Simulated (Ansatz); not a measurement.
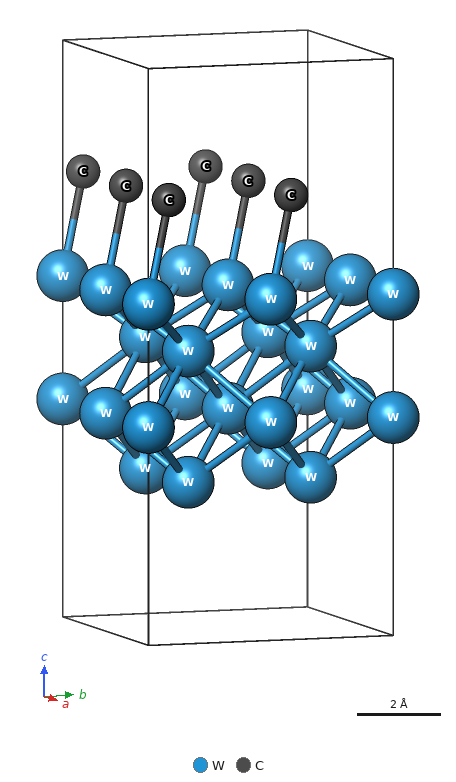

**Figure 1.** The structure as given in the input (ball-and-stick view of the 2 × 2 repeat of the cell, with the vacuum cut short, seen slightly off an axis). An atom can appear more than once, as a periodic image. Near neighbours in the periodic cell (some may lie outside the picture): W has 4 W at 2.73 Å; W has 8 W at 2.63 to 2.77 Å; W has 1 C at 2.58 Å and 4 W at 2.63 Å; C has 1 W at 2.58 Å.

Single-point calculation, with input and output: W4C (part 1 of 2)

- system: W4C (slab, 5 atoms in the cell)
- method: DFT PBEsol, scalar-relativistic, plane waves, PAW, PAW set soft_1, spin-polarised (Ansatz 0.2.0)

The structure derives from an entry of the Crystallography Open Database. Figures and captions count atoms from 1; the log counts them from 0 in places.

Input:
```yaml
crystal:
  lattice:
    - [3.1545348002, 0.0, 0.0]
    - [0.0, 3.1545348002, 0.0]
    - [0.0, 0.0, 21.5976290709]
  atoms:
    - { symbol: W, position: [0.5, 0.5, 0.1852055143] }
    - { symbol: W, position: [0.0, 0.0, 0.2582351693] }
    - { symbol: W, position: [0.5, 0.5, 0.3339290903] }
    - { symbol: W, position: [0.0, 0.0, 0.3980820785] }
    - { symbol: C, position: [0.0, 0.1666666667, 0.5152245663], spin: 2.0 }
basis:
  ecutwfc: 420
kpoints:
  mp_grid: { grid: [8, 8, 1] }
hamiltonian:
  xc: pbesol
  pseudopotentials: { kind: paw, azcp: { folder: soft_1 } }
scf:
  occupations: { method: gaussian, width: 0.1 }
output:
  forces: true
  eigenvalues: true
  populations: true
  write_density: true
  write_potential: true
  elf: true
  volumetric_format: npy
magnetization:
  spin_polarized: true
efield:
  axis: 3
  dipole_correction: true
  ramp_width: 0.04
```

Command:
```bash
ansatz run input.yaml --threads 1 --pin off --max-ram 3072MiB --backend cpu --events-out ev --progress --plain --runs-dir out
```

The program's output:
```
Warning: [file] the record states the generating functional pbe (its physics header spells it `PBE`), which answers neither for hamiltonian.xc's functional nor for the pbesol family's — results may be inconsistent (PPs are generated against a specific XC)
Warning: [file] the record states the generating functional pbe (its physics header spells it `PBE`), which answers neither for hamiltonian.xc's functional nor for the pbesol family's — results may be inconsistent (PPs are generated against a specific XC)
Engine: ansatz 0.2.0, aarch64-unknown-linux-gnu
Pseudopotentials: kind: paw
Pseudopotential: W, paw, valence charge 14, recommended cutoff 420 eV (normal), [file]
Pseudopotential: C, paw, valence charge 4, recommended cutoff 420 eV (normal), [file]
Functional definition: PBEsol
  exchange = pbesol_x
  correlation = pbesol_c
Crystal: 5 atoms, lattice volume = 214.920 Å³
Basis set: ecut = 420 eV, 4241 PW (Γ), exchange–correlation on 48×48×300 points (8 copies of the dense FFT grid, shifted against one another)
Bands: 38, of which v1, the nominal top of the filled ones, is band 30 counted from 1 (29 counted from 0)
Symmetry: 2 space group operations
k-points: 25 of 64 (time reversal used)
Non-local potential: W, projectors of the file, l = 0: 3, l = 1: 2, l = 2: 2, l = 3: 1
Non-local potential: C, projectors of the file, l = 0: 2, l = 1: 2, l = 2: 1
PAW form: soft (Blöchl's): semilocal exchange-correlation on the pseudo side does not see the compensation charge
PAW frozen core: W, regenerated for the run's functional, and the local potential with it (the file was generated under x = pbe(κ = 0.804, μ = 0.2195149727645171), c = pbe(β = 0.06672455060314922))
PAW frozen core: C, regenerated for the run's functional, and the local potential with it (the file was generated under x = pbe(κ = 0.804, μ = 0.2195149727645171), c = pbe(β = 0.06672455060314922))
PAW one-centre angular grid: W, 590 points (default); XC on 64 Gauss nodes
PAW one-centre angular grid: C, 110 points (default); XC on 64 Gauss nodes
Initial density: superposition of atomic densities (neutral atoms: chi_scale 0, normalization atom)
Starting moments: Σ|m| = 2 μB on 1 of 5 sites
Initial wavefunctions: pseudopotential atomic-orbital guess
Functional: x = pbesol(κ = 0.804, μ = 0.12345679012345678), c = pbesol(β = 0.046)
SCF iter   1: F=—  HF=-41268.969188 eV  |F-HF|=—  |Δ(HF+E_count)|=         —  Δρ=2.71e-2 (↑2.71e-2 ↓2.25e-2)  dr2=3.45e1  dr2_m=1.37e-1  M=1.504 μB ∫|m|=1.667 μB  β_m=1.00  ethr=3.10e-3  p=-0.000 e·Å  D=-6.88e-9 V/Å  ΔV_dip=0.00 eV  dr2_dipole=7.19e-1  V_vac-E_F(+/−)=7.10/7.10 eV  ⟨swp⟩=8.5  Hψ=9254  notcnv=0
Mixer restart at iter 1: flushing history
efield: sawtooth ramp at fractional position 0.8302 (placed from the atoms, in the widest stretch of the axis that holds none; the zero of the levels goes with the place), width 0.0400; the density the first Hamiltonian is built on has a dipole p = -0.000 e·Å; the dipole correction subtracts the counter field D = -6.88e-9 V/Å, which shifts the + side's vacuum level by +0.00 eV against the − side's; the planar-averaged density in the ramp window peaks in size at 6.3e-8 e/Å³
preconditioner: auto → LDOS  [metal: Δε(μ)=0.071 eV  Ē_g=5.131 eV  σ=0.100 eV  W_gap=0.38  n_scr=42 (ndim 8)  ℏωp=13.4 eV  f_vac=0.520  D(μ)=3.26/eV (n_scr^D=10)]
spin=Collinear: LDOS preconditioning applied to the charge; magnetization (m = ρ↑ − ρ↓) channel mixes plain (no charge-response kernel on spin).
SCF iter   2: F=—  HF=-41266.678641 eV  |F-HF|=—  |Δ(HF+E_count)|=    2.29e0  Δρ=1.57e-2 (↑1.57e-2 ↓1.25e-2)  dr2=6.75e0  dr2_m=5.35e-2  M=1.094 μB ∫|m|=1.260 μB  β_m=0.44  ethr=3.10e-3  p=-0.063 e·Å  D=-5.30e-2 V/Å  ΔV_dip=1.14 eV  dr2_dipole=6.44e-2  V_vac-E_F(+/−)=6.74/5.60 eV  ⟨swp⟩=3.0  Hψ=3550  notcnv=0  defer=88
density mixer auto → msr1: a metal under ldos (density of states about μ 1.85 of a free-electron gas's, 42 screened modes)
SCF iter   3: F=—  HF=-41265.851896 eV  |F-HF|=—  |Δ(HF+E_count)|=   8.27e-1  Δρ=5.33e-3 (↑4.63e-3 ↓5.33e-3)  dr2=4.90e-1  dr2_m=1.37e-2  M=0.824 μB ∫|m|=0.924 μB  β_m=0.52  ethr=3.10e-3  p=-0.133 e·Å  D=-1.12e-1 V/Å  ΔV_dip=2.41 eV  dr2_dipole=1.45e-1  V_vac-E_F(+/−)=6.37/3.96 eV  ⟨swp⟩=3.2  Hψ=3434  notcnv=0  defer=88
SCF iter   4: F=—  HF=-41265.773001 eV  |F-HF|=—  |Δ(HF+E_count)|=   7.89e-2  Δρ=2.37e-3 (↑2.02e-3 ↓2.37e-3)  dr2=4.96e-2  dr2_m=1.51e-3  M=0.925 μB ∫|m|=1.027 μB  β_m=0.60  ethr=8.16e-4  p=-0.118 e·Å  D=-9.95e-2 V/Å  ΔV_dip=2.15 eV  dr2_dipole=2.90e-3  V_vac-E_F(+/−)=6.39/4.25 eV  ⟨swp⟩=2.1  Hψ=2584  notcnv=0  defer=90
SCF iter   5: F=—  HF=-41265.769088 eV  |F-HF|=—  |Δ(HF+E_count)|=   3.91e-3  Δρ=1.21e-3 (↑9.93e-4 ↓1.21e-3)  dr2=3.17e-3  dr2_m=1.80e-3  M=0.978 μB ∫|m|=1.087 μB  β_m=0.80  ethr=8.27e-5  p=-0.119 e·Å  D=-1.00e-1 V/Å  ΔV_dip=2.17 eV  dr2_dipole=6.42e-7  V_vac-E_F(+/−)=6.37/4.20 eV  ⟨swp⟩=2.2  Hψ=2714  notcnv=0  defer=92
SCF iter   6: F=—  HF=-41265.774053 eV  |F-HF|=—  |Δ(HF+E_count)|=   4.97e-3  Δρ=8.71e-4 (↑8.54e-4 ↓8.71e-4)  dr2=1.34e-3  dr2_m=1.40e-3  M=1.049 μB ∫|m|=1.188 μB  β_m=0.90  ethr=5.28e-6  p=-0.117 e·Å  D=-9.89e-2 V/Å  ΔV_dip=2.14 eV  dr2_dipole=7.15e-4  V_vac-E_F(+/−)=6.36/4.23 eV  ⟨swp⟩=3.1  Hψ=3331  notcnv=0  defer=92
SCF iter   7: F=—  HF=-41265.775697 eV  |F-HF|=—  |Δ(HF+E_count)|=   1.64e-3  Δρ=7.69e-4 (↑7.69e-4 ↓6.63e-4)  dr2=1.41e-3  dr2_m=9.84e-4  M=1.112 μB ∫|m|=1.285 μB  β_m=0.95  ethr=2.24e-6  p=-0.116 e·Å  D=-9.77e-2 V/Å  ΔV_dip=2.11 eV  dr2_dipole=7.71e-4  V_vac-E_F(+/−)=6.36/4.25 eV  ⟨swp⟩=3.0  Hψ=3112  notcnv=0  defer=92
SCF iter   8: F=—  HF=-41265.776796 eV  |F-HF|=—  |Δ(HF+E_count)|=   1.10e-3  Δρ=5.11e-4 (↑5.11e-4 ↓4.58e-4)  dr2=9.80e-4  dr2_m=4.02e-4  M=1.176 μB ∫|m|=1.396 μB  β_m=0.91  ethr=2.24e-6  p=-0.115 e·Å  D=-9.70e-2 V/Å  ΔV_dip=2.10 eV  dr2_dipole=3.90e-4  V_vac-E_F(+/−)=6.34/4.24 eV  ⟨swp⟩=2.7  Hψ=3258  notcnv=0  defer=92
SCF iter   9: F=—  HF=-41265.777488 eV  |F-HF|=—  |Δ(HF+E_count)|=   6.93e-4  Δρ=1.33e-4 (↑1.33e-4 ↓1.09e-4)  dr2=4.91e-4  dr2_m=1.35e-5  M=1.273 μB ∫|m|=1.580 μB  β_m=0.86  ethr=1.63e-6  p=-0.113 e·Å  D=-9.51e-2 V/Å  ΔV_dip=2.05 eV  dr2_dipole=2.84e-4  V_vac-E_F(+/−)=6.30/4.24 eV  ⟨swp⟩=3.4  Hψ=4121  notcnv=0  defer=92
SCF iter  10: F=—  HF=-41265.777470 eV  |F-HF|=—  |Δ(HF+E_count)|=   1.81e-5  Δρ=5.73e-5 (↑5.37e-5 ↓5.73e-5)  dr2=6.31e-6  dr2_m=4.83e-6  M=1.271 μB ∫|m|=1.582 μB  β_m=0.93  ethr=8.19e-7  p=-0.112 e·Å  D=-9.46e-2 V/Å  ΔV_dip=2.04 eV  dr2_dipole=9.97e-7  V_vac-E_F(+/−)=6.29/4.25 eV  ⟨swp⟩=1.0  Hψ=1990  notcnv=0  defer=92
SCF iter  11: F=—  HF=-41265.777476 eV  |F-HF|=—  |Δ(HF+E_count)|=   5.80e-6  Δρ=2.66e-5 (↑2.13e-5 ↓2.66e-5)  dr2=7.77e-6  dr2_m=8.17e-7  M=1.267 μB ∫|m|=1.577 μB  β_m=0.92  ethr=1.05e-8  p=-0.112 e·Å  D=-9.45e-2 V/Å  ΔV_dip=2.04 eV  dr2_dipole=2.09e-6  V_vac-E_F(+/−)=6.30/4.26 eV  ⟨swp⟩=3.0  Hψ=3776  notcnv=0  defer=92
SCF iter  12: F=—  HF=-41265.777477 eV  |F-HF|=—  |Δ(HF+E_count)|=   1.10e-6  Δρ=1.37e-5 (↑1.37e-5 ↓1.30e-5)  dr2=1.56e-6  dr2_m=2.76e-7  M=1.268 μB ∫|m|=1.580 μB  β_m=0.95  ethr=1.05e-8  p=-0.112 e·Å  D=-9.44e-2 V/Å  ΔV_dip=2.04 eV  dr2_dipole=6.16e-7  V_vac-E_F(+/−)=6.30/4.26 eV  ⟨swp⟩=2.0  Hψ=2712  notcnv=0  defer=92
SCF iter  13: F=—  HF=-41265.777478 eV  |F-HF|=—  |Δ(HF+E_count)|=   5.32e-7  Δρ=6.49e-6 (↑4.58e-6 ↓6.49e-6)  dr2=2.23e-7  dr2_m=5.12e-8  M=1.269 μB ∫|m|=1.583 μB  β_m=0.97  ethr=2.60e-9  p=-0.112 e·Å  D=-9.44e-2 V/Å  ΔV_dip=2.04 eV  dr2_dipole=7.66e-9  V_vac-E_F(+/−)=6.30/4.26 eV  ⟨swp⟩=2.3  Hψ=2785  notcnv=0  defer=92
SCF iter  14: F=—  HF=-41265.777478 eV  |F-HF|=—  |Δ(HF+E_count)|=   1.46e-7  Δρ=2.43e-6 (↑2.43e-6 ↓2.25e-6)  dr2=1.26e-8  dr2_m=9.10e-9  M=1.270 μB ∫|m|=1.584 μB  β_m=0.99  ethr=3.71e-10  p=-0.112 e·Å  D=-9.44e-2 V/Å  ΔV_dip=2.04 eV  dr2_dipole=2.26e-9  V_vac-E_F(+/−)=6.30/4.26 eV  ⟨swp⟩=3.2  Hψ=3701  notcnv=0  defer=92
SCF iter  15: F=—  HF=-41265.777478 eV  |F-HF|=—  |Δ(HF+E_count)|=   1.42e-8  Δρ=1.51e-6 (↑1.05e-6 ↓1.51e-6)  dr2=3.63e-8  dr2_m=2.65e-9  M=1.270 μB ∫|m|=1.584 μB  β_m=0.99  ethr=2.10e-11  p=-0.112 e·Å  D=-9.44e-2 V/Å  ΔV_dip=2.04 eV  dr2_dipole=2.08e-8  V_vac-E_F(+/−)=6.30/4.26 eV  ⟨swp⟩=16.5  Hψ=15619  notcnv=0
SCF iter  16: F=-41265.777478 eV  HF=-41265.777478 eV  |F-HF|=9.88e-9  |Δ(HF+E_count)|=   4.85e-9  Δρ=9.04e-7 (↑7.73e-7 ↓9.04e-7)  dr2=8.70e-9  dr2_m=9.84e-10  M=1.270 μB ∫|m|=1.584 μB  ethr=2.10e-11  p=-0.112 e·Å  D=-9.44e-2 V/Å  ΔV_dip=2.04 eV  dr2_dipole=4.55e-9  V_vac-E_F(+/−)=6.30/4.26 eV  ⟨swp⟩=9.1  Hψ=11660  notcnv=0
SCF 1 converged in 16 iterations: F = -41265.777478 eV  dr2 = 8.70e-9
  greatest PAW one-centre occupation: 0.999 electrons in one spin orbital (limit 2), on the W atom at site 2 (counted from 0), in its partial waves of l = 0
```

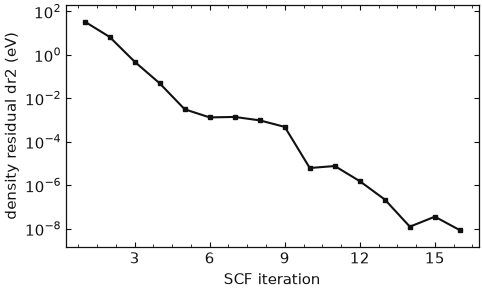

**Figure 2.** Convergence of the self-consistent field: density residual dr2 against the SCF iteration. The residual comes down, with one marked jump up, by a factor of about 3, at step 15.
